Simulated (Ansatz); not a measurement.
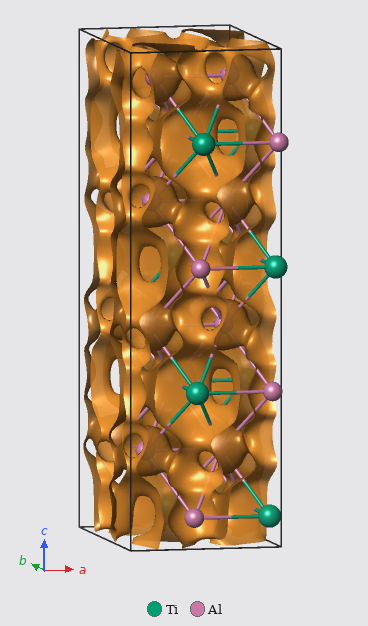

Figure 1: TiAl₃. Isosurface of the electron localisation function at 0.55 (orange), seen slightly off an axis. Only the valence region is drawn (cores and ρ < 0.01 e/Å³ removed). Sticks mark near contacts.

Space group Cm; a structure from a database of computed crystals, not necessarily the ambient phase; not relaxed (largest force 1.1 eV/Å); computed without spin polarisation.

Computed with Ansatz 0.2.0, DFT PBEsol, scalar-relativistic, plane waves, PAW.

In a PAW calculation such maps are meaningful between the atoms, not at the nuclei.

```
Ti Al
1.0
    -3.81555    3.81555    0.00000
     3.81555    3.81555    0.00000
     0.31784   -0.31784  -17.10799
Ti Al
8 24
Direct
  0.42191 0.50000 0.06250
  0.92191 0.00000 0.06250
  0.94273 0.50000 0.31250
  0.44273 0.00000 0.31250
  0.46356 0.50000 0.56250
  0.96356 0.00000 0.56250
  0.98438 0.50000 0.81250
  0.48438 0.00000 0.81250
  0.48438 0.50000 0.81250
  0.98438 0.00000 0.81250
  0.92191 0.50000 0.06250
  0.42191 0.00000 0.06250
  0.44273 0.50000 0.31250
  0.94273 0.00000 0.31250
  0.96356 0.50000 0.56250
  0.46356 0.00000 0.56250
  0.22397 0.75000 0.68750
  0.72397 0.25000 0.68750
  0.74479 0.75000 0.93750
  0.24479 0.25000 0.93750
  0.18232 0.75000 0.18750
  0.68232 0.25000 0.18750
  0.70314 0.75000 0.43750
  0.20314 0.25000 0.43750
  0.72397 0.75000 0.68750
  0.22397 0.25000 0.68750
  0.24479 0.75000 0.93750
  0.74479 0.25000 0.93750
  0.68232 0.75000 0.18750
  0.18232 0.25000 0.18750
  0.20314 0.75000 0.43750
  0.70314 0.25000 0.43750
```

Q: What do the ELF domains correspond to?

A: At this value the surface marks out one network that runs through the whole crystal, counted in one cell of 32 atoms. Any copies at cell faces, edges or corners count once. Profiles from the grid: Ti–Al (2.68 Å): the ELF is about 0.40 at the midpoint. Al–Al (2.68 Å): the ELF peaks at about 0.70 between the atoms.

Q: Metal or insulator at this level of theory?

A: It is gapless in this calculation (a metal or semimetal).
